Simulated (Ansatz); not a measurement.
Geometry relaxation of Ga2O3 (part 3 of 3)

Ga2O3 (10 atoms in the cell); DFT PBE, scalar-relativistic, plane waves, PAW, no spin polarisation (Ansatz 0.2.0); cutoff 420 eV, 10×10×6 k-mesh, Gaussian smearing of 0.02 eV. The structure derives from a Materials Project entry.

Geometry of the input (Å; fractional positions):
```
6.1402  -1.5238  0.0000
6.1402  1.5238  0.0000
-1.3841  0.0000  5.6503
Ga 0.3412  0.3412  0.6853
Ga 0.6588  0.6588  0.3147
Ga 0.9095  0.9095  0.2052
Ga 0.0905  0.0905  0.7948
O  0.5035  0.5035  0.7433
O  0.4965  0.4965  0.2567
O  0.8266  0.8266  0.4368
O  0.1734  0.1734  0.5632
O  0.1645  0.1645  0.1092
O  0.8355  0.8355  0.8908
```

**Output, continued**
```
  k-point 2: bands = ["-10.8818", "-10.2690", "-9.9936", "-9.7551", "-9.5010", "-9.3901", "-5.3990", "-5.3967", "-5.3921", "-5.3366", "-5.3266", "-5.2734", "-5.2218", "-5.1976", "-5.1656", "-5.0753", "-5.0717", "-5.0671", "-5.0540", "-5.0221", "-5.0040", "-4.9556", "-4.9380", "-4.8261", "-4.7914", "-4.4441", "1.1949", "2.1215", "2.5343", "3.5315", "4.3808", "5.0049", "5.0394", "5.4024", "5.5076", "5.6342", "5.7210", "6.0133", "6.2207", "6.4372", "6.9239", "6.9983", "7.0430", "7.2799", "11.0209", "12.8641", "13.6753", "14.2715", "14.9723", "15.5473", "16.8620", "17.1148", "19.0178", "19.1917"]
  k-point 171: bands = ["-10.6690", "-10.3050", "-10.1465", "-9.8388", "-9.5524", "-9.3367", "-5.4071", "-5.4014", "-5.4003", "-5.3804", "-5.3283", "-5.3254", "-5.2227", "-5.2074", "-5.1822", "-5.1681", "-5.0847", "-5.0832", "-5.0620", "-5.0554", "-5.0016", "-4.9789", "-4.9535", "-4.9016", "-4.4255", "-4.2805", "2.0232", "2.2719", "2.4604", "2.9645", "4.0806", "4.5391", "4.7621", "4.9929", "5.2052", "5.4963", "5.7682", "6.3479", "6.6424", "6.8551", "6.9232", "6.9243", "6.9753", "7.5489", "12.3172", "12.5425", "13.3831", "13.6661", "14.3739", "15.0210", "17.0655", "17.4433", "18.9549", "19.3038"]
--- Relaxed structure (7 steps of the walk, 7 accepted, 2 SCFs on fresh bases) ---
  F+E_penalty+E_count = -18540.11913106 eV   max|allowed force component| = 1.567e-3 eV/Å   (the final SCF, on the basis selected at the relaxed cell)
  cell:  # Å, volume = 109.6382 Å³
    - [6.227096950871175, -1.5416465331398148, 0.006223737699325487]
    - [6.227096950871175, 1.5416465331398148, 0.006223737699325477]
    - [-1.397983719671824, -1.951385843894233e-17, 5.708937263729455]
  atoms:
    - { symbol: Ga, position: [0.34149696331018004, 0.34149696331018004, 0.6858233480094684] }
    - { symbol: Ga, position: [0.65850303668982, 0.65850303668982, 0.31417665199053163] }
    - { symbol: Ga, position: [0.9100736975456223, 0.9100736975456223, 0.2052722653432764] }
    - { symbol: Ga, position: [0.08992630245437792, 0.08992630245437791, 0.7947277346567235] }
    - { symbol: O, position: [0.5039752965528693, 0.5039752965528693, 0.7433114550657621] }
    - { symbol: O, position: [0.49602470344713073, 0.49602470344713073, 0.2566885449342379] }
    - { symbol: O, position: [0.8263047161740901, 0.8263047161740901, 0.4356657562915051] }
    - { symbol: O, position: [0.1736952838259101, 0.1736952838259101, 0.5643342437084948] }
    - { symbol: O, position: [0.1635091314024853, 0.1635091314024853, 0.10920192065398852] }
    - { symbol: O, position: [0.8364908685975148, 0.8364908685975148, 0.8907980793460116] }
```

**Trajectory as extended XYZ (Å, eV, eV/Å), 9 frames, from step=1 to step=9**
```
10
Lattice="6.1402 -1.5238 0.0000 6.1402 1.5238 0.0000 -1.3841 0.0000 5.6503" Properties=species:S:1:pos:R:3:forces:R:3 step=1 energy=-18540.04080 pressure_GPa=6.74
Ga    3.2411    0.0000    3.8720    0.0282   0.0000   0.0480
Ga    7.6552    0.0000    1.7783   -0.0282   0.0000  -0.0480
Ga   10.8854    0.0000    1.1595    0.0205   0.0000  -0.0197
Ga    0.0110    0.0000    4.4908   -0.0205   0.0000   0.0197
O     5.1547    0.0000    4.2001   -0.0046   0.0000  -0.0225
O     5.7416    0.0000    1.4502    0.0046   0.0000   0.0225
O     9.5468    0.0000    2.4679    0.0118   0.0000   0.0163
O     1.3495    0.0000    3.1824   -0.0118   0.0000  -0.0163
O     1.8691    0.0000    0.6168    0.1520   0.0000   0.0145
O     9.0272    0.0000    5.0336   -0.1520   0.0000  -0.0145
10
Lattice="6.1856 -1.5338 0.0007 6.1856 1.5338 0.0007 -1.3938 0.0000 5.6904" Properties=species:S:1:pos:R:3:forces:R:3 step=2 energy=-18540.09213 pressure_GPa=2.63
Ga    3.2719    0.0000    3.8997   -0.0064   0.0000   0.0300
Ga    7.7055    0.0000    1.7920    0.0064   0.0000  -0.0300
Ga   10.9658    0.0000    1.1673    0.0324   0.0000  -0.0014
Ga    0.0117    0.0000    4.5245   -0.0324   0.0000   0.0014
O     5.1989    0.0000    4.2322    0.0106   0.0000  -0.0310
O     5.7786    0.0000    1.4595   -0.0106   0.0000   0.0310
O     9.6148    0.0000    2.4807    0.0106   0.0000   0.0226
O     1.3627    0.0000    3.2110   -0.0106   0.0000  -0.0226
O     1.8706    0.0000    0.6228    0.0898   0.0000   0.0387
O     9.1068    0.0000    5.0689   -0.0898   0.0000  -0.0387
10
Lattice="6.2160 -1.5418 0.0014 6.2160 1.5418 0.0014 -1.3999 0.0000 5.7060" Properties=species:S:1:pos:R:3:forces:R:3 step=3 energy=-18540.09796 pressure_GPa=0.14
Ga    3.2888    0.0000    3.9123   -0.0178   0.0000   0.0133
Ga    7.7433    0.0000    1.7966    0.0178   0.0000  -0.0133
Ga   11.0234    0.0000    1.1727    0.0233   0.0000   0.0031
Ga    0.0087    0.0000    4.5362   -0.0233   0.0000  -0.0031
O     5.2268    0.0000    4.2413    0.0183   0.0000   0.0111
O     5.8053    0.0000    1.4676   -0.0183   0.0000  -0.0111
O     9.6628    0.0000    2.4880   -0.0058   0.0000   0.0060
O     1.3693    0.0000    3.2209    0.0058   0.0000  -0.0060
O     1.8790    0.0000    0.6256    0.0126   0.0000   0.0077
O     9.1531    0.0000    5.0833   -0.0126   0.0000  -0.0077
10
Lattice="6.2175 -1.5413 0.0052 6.2175 1.5413 0.0052 -1.3968 0.0000 5.7093" Properties=species:S:1:pos:R:3:forces:R:3 step=4 energy=-18540.09783 pressure_GPa=-0.02
Ga    3.2902    0.0000    3.9187   -0.0160   0.0000   0.0011
Ga    7.7481    0.0000    1.8009    0.0160   0.0000  -0.0011
Ga   11.0278    0.0000    1.1797    0.0107   0.0000   0.0076
Ga    0.0105    0.0000    4.5399   -0.0107   0.0000  -0.0076
O     5.2294    0.0000    4.2501    0.0119   0.0000  -0.0001
O     5.8089    0.0000    1.4695   -0.0119   0.0000   0.0001
O     9.6669    0.0000    2.4964    0.0002   0.0000   0.0034
O     1.3713    0.0000    3.2233   -0.0002   0.0000  -0.0034
O     1.8826    0.0000    0.6256    0.0032   0.0000   0.0135
O     9.1556    0.0000    5.0940   -0.0032   0.0000  -0.0135
10
Lattice="6.2208 -1.5412 0.0059 6.2208 1.5412 0.0059 -1.3969 0.0000 5.7063" Properties=species:S:1:pos:R:3:forces:R:3 step=5 energy=-18540.09794 pressure_GPa=0.00
Ga    3.2895    0.0000    3.9181    0.0091   0.0000   0.0001
Ga    7.7552    0.0000    1.8000   -0.0091   0.0000  -0.0001
Ga   11.0356    0.0000    1.1817    0.0052   0.0000   0.0036
Ga    0.0091    0.0000    4.5363   -0.0052   0.0000  -0.0036
O     5.2315    0.0000    4.2480   -0.0015   0.0000   0.0005
O     5.8132    0.0000    1.4700    0.0015   0.0000  -0.0005
O     9.6724    0.0000    2.4962    0.0000   0.0000   0.0025
O     1.3724    0.0000    3.2218    0.0000   0.0000  -0.0025
O     1.8841    0.0000    0.6249    0.0016   0.0000   0.0013
O     9.1606    0.0000    5.0931   -0.0016   0.0000  -0.0013
10
Lattice="6.2212 -1.5410 0.0060 6.2212 1.5410 0.0060 -1.3969 0.0000 5.7063" Properties=species:S:1:pos:R:3:forces:R:3 step=6 energy=-18540.09795 pressure_GPa=0.00
Ga    3.2906    0.0000    3.9178   -0.0011   0.0000   0.0012
Ga    7.7549    0.0000    1.8004    0.0011   0.0000  -0.0012
Ga   11.0363    0.0000    1.1819   -0.0016   0.0000  -0.0009
Ga    0.0092    0.0000    4.5364    0.0016   0.0000   0.0009
O     5.2320    0.0000    4.2483   -0.0004   0.0000  -0.0005
O     5.8135    0.0000    1.4700    0.0004   0.0000   0.0005
O     9.6732    0.0000    2.4967    0.0003   0.0000  -0.0007
O     1.3723    0.0000    3.2216   -0.0003   0.0000   0.0007
O     1.8843    0.0000    0.6251   -0.0006   0.0000  -0.0006
O     9.1612    0.0000    5.0932    0.0006   0.0000   0.0006
10
Lattice="6.2212 -1.5410 0.0060 6.2212 1.5410 0.0060 -1.3969 0.0000 5.7063" Properties=species:S:1:pos:R:3:forces:R:3 step=7 energy=-18540.11886 pressure_GPa=0.30
Ga    3.2906    0.0000    3.9178   -0.0014   0.0000  -0.0002
Ga    7.7549    0.0000    1.8004    0.0014   0.0000   0.0002
Ga   11.0363    0.0000    1.1819   -0.0018   0.0000  -0.0013
Ga    0.0092    0.0000    4.5364    0.0018   0.0000   0.0013
O     5.2320    0.0000    4.2483   -0.0009   0.0000  -0.0007
O     5.8135    0.0000    1.4700    0.0009   0.0000   0.0007
O     9.6732    0.0000    2.4967   -0.0014   0.0000   0.0007
O     1.3723    0.0000    3.2216    0.0014   0.0000  -0.0007
O     1.8843    0.0000    0.6251   -0.0002   0.0000  -0.0003
O     9.1612    0.0000    5.0932    0.0002   0.0000   0.0003
10
Lattice="6.2271 -1.5416 0.0062 6.2271 1.5416 0.0062 -1.3980 0.0000 5.7089" Properties=species:S:1:pos:R:3:forces:R:3 step=8 energy=-18540.11813 pressure_GPa=0.01
Ga    3.2943    0.0000    3.9196    0.0008   0.0000   0.0011
Ga    7.7619    0.0000    1.8018   -0.0008   0.0000  -0.0011
Ga   11.0473    0.0000    1.1832    0.0015   0.0000   0.0001
Ga    0.0089    0.0000    4.5382   -0.0015   0.0000  -0.0001
O     5.2375    0.0000    4.2498    0.0008   0.0000   0.0001
O     5.8187    0.0000    1.4716   -0.0008   0.0000  -0.0001
O     9.6819    0.0000    2.4975   -0.0004   0.0000  -0.0006
O     1.3743    0.0000    3.2239    0.0004   0.0000   0.0006
O     1.8837    0.0000    0.6255    0.0002   0.0000   0.0000
O     9.1725    0.0000    5.0959   -0.0002   0.0000   0.0000
10
Lattice="6.2271 -1.5416 0.0062 6.2271 1.5416 0.0062 -1.3980 0.0000 5.7089" Properties=species:S:1:pos:R:3:forces:R:3 step=9 energy=-18540.11913 pressure_GPa=0.02
Ga    3.2943    0.0000    3.9196    0.0008   0.0000   0.0010
Ga    7.7619    0.0000    1.8018   -0.0008   0.0000  -0.0010
Ga   11.0473    0.0000    1.1832    0.0016   0.0000   0.0002
Ga    0.0089    0.0000    4.5382   -0.0016   0.0000  -0.0002
O     5.2375    0.0000    4.2498    0.0008   0.0000   0.0001
O     5.8187    0.0000    1.4716   -0.0008   0.0000  -0.0001
O     9.6819    0.0000    2.4975   -0.0004   0.0000  -0.0005
O     1.3743    0.0000    3.2239    0.0004   0.0000   0.0005
O     1.8837    0.0000    0.6255    0.0003   0.0000   0.0001
O     9.1725    0.0000    5.0959   -0.0003   0.0000  -0.0001
```

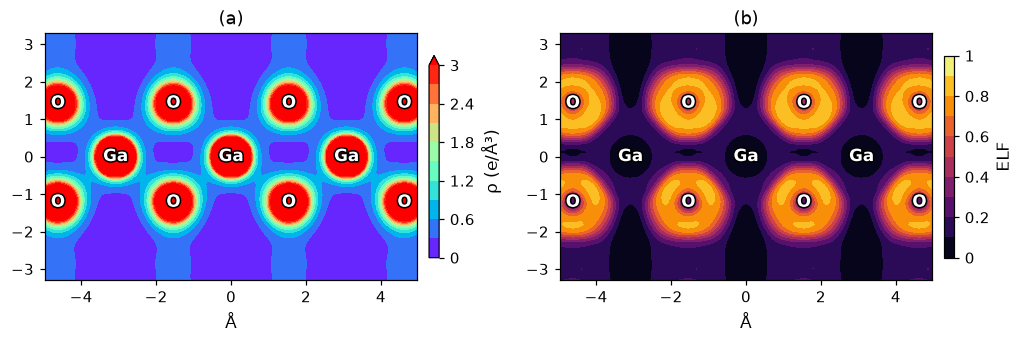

*(a) valence charge density (pseudo); (b) ELF on the (100) plane of the conventional cell.*

Atoms in the plane: Ga and O. Ga–O (1.97 Å): ρ is about 0.64 e/Å³ halfway; the ELF is about 0.35 at the midpoint. Ga–O (2.11 Å): ρ at the midpoint is about 0.46 e/Å³; the ELF is about 0.25 at the midpoint. Away from the nuclei the density in this plane falls to 0.03 e/Å³ at its lowest. In a PAW calculation such maps are meaningful between the atoms, not at the nuclei.

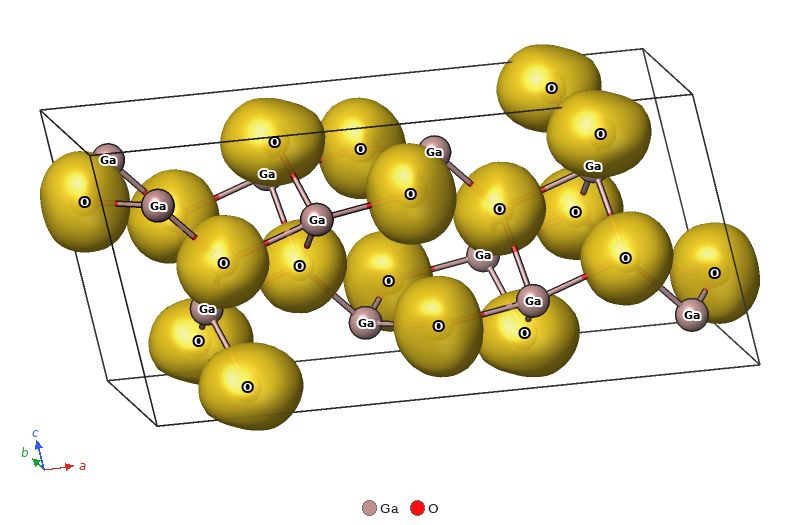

*Isosurface of the electron localisation function at 0.6 (yellow), seen at an oblique angle. Only the valence region is drawn (cores and ρ < 0.01 e/Å³ removed). Sticks mark near contacts. The outline is the cell set on symmetry axes.*

Profiles from the grid: Ga–O (1.86 Å): the ELF is about 0.40 at the midpoint. Ga–O (1.97 Å): the ELF is about 0.35 at the midpoint.

**Results in brief**

```csv
quantity,value
outcome,converged
space group (tolerance 0.01 Å),C2/m (12)
electrons treated,88
free energy,−18540.1191 eV
Fermi energy,8.565 eV
gap on the k-point mesh,2.01 eV
pressure,0.02 GPa
final volume,109.64 Å³
largest force (length of the vector) at the end,0.002 eV/Å
final cell,"a = 6.415 Å, b = 6.415 Å, c = 5.878 Å, α = 103.29°, β = 103.29°, γ = 27.81°"
wall time,6.1 min (CPU time 20 min)
peak memory,1 GiB
```
